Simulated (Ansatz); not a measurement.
# Ti2Al: one candidate of a structure search, part 2 of 2

The task: take a trial cell of Ti2Al to zero force and stress.

Ansatz 0.2.0; DFT PBE, scalar-relativistic, plane waves, PAW. The steps go on from the part before.

## Step 4: Spin check on a coarse mesh

input.yaml reads:

```yaml
crystal:
  lattice:
    - [2.7862108767, 0.0, 0.0]
    - [0.0, 2.7862108767, 0.0]
    - [0.0, 0.0, 6.7441998247]
  atoms:
    - { symbol: Ti, position: [0.5, 0.5, 0.2888477614], spin: 1.0 }
    - { symbol: Ti, position: [0.5, 0.5, 0.7111522386], spin: 1.0 }
    - { symbol: Al, position: [0.0, 0.0, 0.0] }
basis:
  ecutwfc: 420
kpoints:
  mp_grid: { grid: [6, 6, 4] }
hamiltonian:
  xc: pbe
scf:
  occupations: { method: gaussian, width: 0.1 }
  lower_state_search: "off"
output:
  forces: true
  stress: true
  eigenvalues: true
  populations: true
magnetization:
  spin_polarized: true
```

Command:

```sh
$ ansatz run input.yaml --threads 1 --pin off --max-ram 2560MiB --backend cpu --events-out ev --progress --plain --runs-dir out
```

What it wrote, shortened:

```text
[...]
SCF converged after 19 iterations
Magnetization: -0.0000 μB (13.5000 up, 13.5000 down)
Absolute magnetization: 0.0000 μB (∫|ρ↑−ρ↓|, with the PAW one-centre terms)
Spin contamination: 0.0000 ħ² per cell (⟨S²⟩ above its minimum at these occupations)
Per-site moments (μB) at R_I (Å): [(-1.9087967089114507e-7, 1.1428835445023806), (-1.908796708930222e-7, 1.1428835445023806), (-1.875183059097571e-7, 1.1428835445023806)]
Free energy (F): -5536.846009 eV
[...]
E sigma→0 (E₀):  -5536.841633 eV
Entropy (-TS):   -0.008753 eV (-2.918 meV/atom)
Fermi energy:    11.026546 eV
[...]
--- Forces (eV/Å), atoms counted from 1 ---
  atom   1  Ti    -0.00000000     0.00000000     0.02657895
  atom   2  Ti     0.00000000     0.00000000    -0.02657895
  atom   3  Al     0.00000000     0.00000000     0.00000000
[...]
--- Stress (GPa, compression-positive) ---
        0.008113       0.000000       0.000000
        0.000000       0.008113       0.000000
        0.000000       0.000000      -0.252234
  P = ⅓ Tr σ = -0.0787 GPa (-0.787 kbar)
--- Band table (eV; the first three rows and the last of 60) ---
  k-point 0 ↑: bands = ["-45.6628", "-45.6354", "-22.1549", "-21.9201", "-21.6003", "-21.6003", "-21.5812", "-21.5812", "2.3722", "6.8723", "7.6066", "10.0358", "10.0724", "10.3961", "12.0408", "12.7883", "12.7883", "13.6292", "13.6292"]
[...]
--- Löwdin populations: 3 sites ---
  site symbol       q [e]    m [muB]
     0     Ti     11.6659    -0.0000
     1     Ti     11.6659    -0.0000
     2     Al      3.4676    -0.0000
  spilling = 0.007426 (of n_electrons = 27.000000)
```

It took 14 s on 1 thread of Intel Xeon at 2.50GHz (Skylake/Cascade Lake), shared host; peak memory 0.37 GiB.

Per atom:

| atom | Löwdin electrons |
| --- | --- |
| Ti1 | 11.67 |
| Ti2 | 11.67 |
| Al3 | 3.47 |

The Löwdin counts miss 0.20 of the 27 electrons, which the atomic orbitals do not span, so they are no charges.

The same cell is solved with trial moments on Ti. The largest site moment that stays is 0.00 μB and the cell's total 0.00 μB. The workflow keeps spin only above 0.25 μB on a site, so the next run goes without spin.

## Step 5: Relaxation on the finer mesh

The end of the coarse run is made exact in the group found at a tolerance of 0.06 Å and reduced to its primitive cell.

input.yaml reads:

```yaml
crystal:
  lattice:
    - [2.7862108767, 0.0, 0.0]
    - [0.0, 2.7862108767, 0.0]
    - [0.0, 0.0, 6.7441998247]
  atoms:
    - { symbol: Ti, position: [0.5, 0.5, 0.2888477614] }
    - { symbol: Ti, position: [0.5, 0.5, 0.7111522386] }
    - { symbol: Al, position: [0.0, 0.0, 0.0] }
basis:
  ecutwfc: 420
kpoints:
  mp_grid: { grid: [16, 16, 8] }
hamiltonian:
  xc: pbe
scf:
  occupations: { method: gaussian, width: 0.1 }
output:
  forces: true
  stress: true
  eigenvalues: true
  write_density: true
  write_potential: true
  elf: true
  volumetric_format: npy
relax:
  adjacent_minimum: "off"
  f_tol: 0.01
  max_steps: 80
  cell: { stress_tol: 0.05 }
```

Command:

```sh
$ ansatz run input.yaml --threads 1 --pin off --max-ram 2560MiB --backend cpu --events-out ev --progress --plain --runs-dir out
```

What it wrote, shortened:

```text
Warning: RAYON_NUM_THREADS=1 ignored (pool sized by the plan → 1); use --threads N
[...]
[... 4 set-up lines as earlier in the session ...]
[...]
Crystal: 3 atoms, lattice volume = 52.355 Å³
Basis set: ecut = 420 eV, 1051 PW (Γ), exchange–correlation on 40×40×96 points (8 copies of the dense FFT grid, shifted against one another)
Bands: 18, of which v1, the nominal top of the filled ones, is band 14 counted from 1 (13 counted from 0)
[... 1 set-up line as earlier in the session ...]
Space group: P4/mmm (ITA 123), of the structure as read, at distance tolerance 3.7e-5 Å
k-points: 225 of 2048
[...]
SCF iter   1: F=—  HF=-5536.866149 eV  |F-HF|=—  |Δ(HF+E_count)|=         —  Δρ=8.88e-3  dr2=1.05e-1  ethr=1.77e-3  ⟨swp⟩=4.9  Hψ=17912  notcnv=0
[...]
       -0.004190       0.000000      -0.000000
        0.000000      -0.004190       0.000000
       -0.000000       0.000000       0.014540
  P = ⅓ Tr σ = 0.0021 GPa (0.021 kbar)
--- Band table (eV; the first three rows and the last of 225) ---
  k-point 0: bands = ["-45.6632", "-45.6341", "-22.1699", "-21.9244", "-21.6011", "-21.6011", "-21.5809", "-21.5809", "2.3785", "6.8972", "7.6279", "10.0456", "10.0744", "10.4196", "12.0927", "12.7553", "12.7553", "13.6246"]
[...]
--- Relaxed structure (3 steps of the walk, 3 accepted, 1 SCFs on fresh bases) ---
  F+E_penalty+E_count = -5536.84754959 eV   max|allowed force component| = 4.331e-3 eV/Å   (the final SCF, on the basis selected at the relaxed cell)
  cell:  # Å, volume = 52.3557 Å³
    - [2.7922636660782865, -3.3618599849194224e-35, 0.0]
    - [-3.3618599849194224e-35, 2.7922636660782865, 0.0]
    - [0.0, 0.0, 6.715074651711231]
  atoms:
    - { symbol: Ti, position: [0.5, 0.5, 0.2890254503620339] }
    - { symbol: Ti, position: [0.5, 0.5, 0.7109745496379662] }
    - { symbol: Al, position: [1.4400755105654426e-36, 2.2501179852584962e-38, 0.0] }
```

It took 1.8 min on 1 thread of Intel Xeon at 2.50GHz (Skylake/Cascade Lake), shared host; peak memory 0.51 GiB.

The steps of the relaxation:

```
step  energy from step 1 (eV/cell)  largest force component (eV/Å)  pressure (GPa)  volume (Å³)
   1                        0.0000                          0.0174            0.02        52.36
   2                       -0.0005                          0.0243            0.05        52.30
   3                       -0.0006                          0.0043            0.00        52.36
   4                       -0.0006                          0.0043            0.00        52.36
```

Step 1 is the start. Step 4 repeats the geometry before it on a plane-wave basis chosen anew for that cell, so its energy need not be comparable with the rows above.

|  | before | after | change |
| --- | --- | --- | --- |
| a (Å) | 2.786 | 2.792 | +0.2 % |
| b (Å) | 2.786 | 2.792 | +0.2 % |
| c (Å) | 6.744 | 6.715 | -0.4 % |
| volume (Å³/atom) | 17.45 | 17.45 | 0.0 % |
| shortest distance (Å) | 2.771 | 2.769 | -0.1 % |
| space group (0.01 Å) | P4/mmm | P4/mmm | same |

Forces and stress were held to the start's 16 operations: a distortion of lower symmetry was not tested.

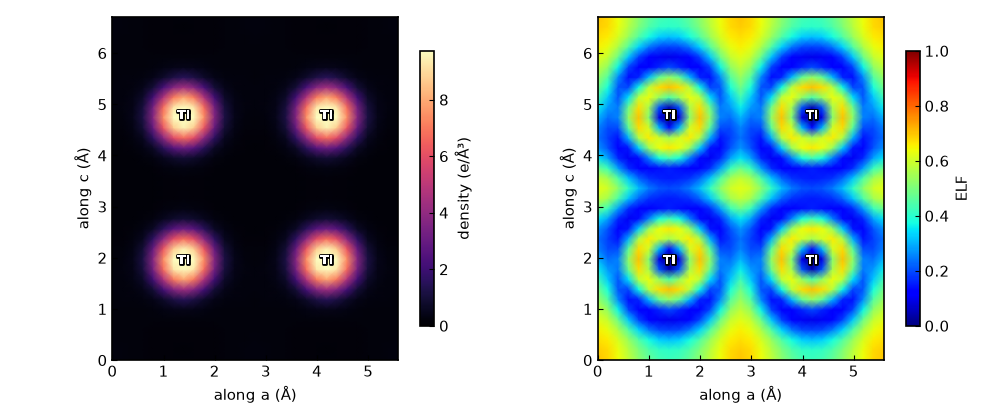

Density (left) and ELF (right) in a lattice plane of the grid's cell (edges 2.79 and 6.72 Å, at 0.500 of the third edge), which holds Ti. Only atoms in the plane are labelled. Both are smooth fields of the valence electrons: close to the nuclei they are not physical.

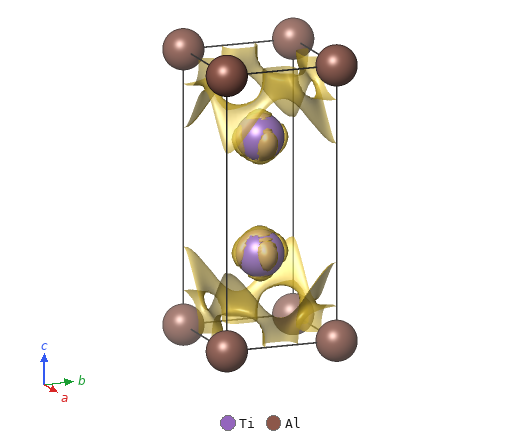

Surface of ELF = 0.64, drawn in one cell.

The highest ELF values outside the cores: 0.80 beside Al, off the lines to its neighbours, 1.2 Å from Al; 0.70 on the Al–Al line, 1.4 Å from Al; 0.63 between the atoms, 2.0 Å from Ti.

## Step 6: Outcome

The summary covers parts 1 to 2. Changes of volume or cell count from the first structure of part 1.

| quantity | value |
| --- | --- |
| symmetry at the end (tolerance 0.05 Å) | space group P4/mmm (No. 123) |
| conventional cell | a = 2.792 Å, b = 2.792 Å, c = 6.715 Å, α = 90.00°, β = 90.00°, γ = 90.00° |
| volume | 17.45 Å³/atom |
| energy over the elements | 0.00 eV/atom |
| gap on the mesh | none (metal) |

What this shows: The space group P4/mmm (No. 123) is kept, and the volume per atom grows by 33.9 % from the first guess. The formation energy of this structure is too near zero to say whether it is bound against the elements. No finished test with a distortion of lower symmetry is shown, so the end may be a saddle point. Other magnetic orders were not searched.
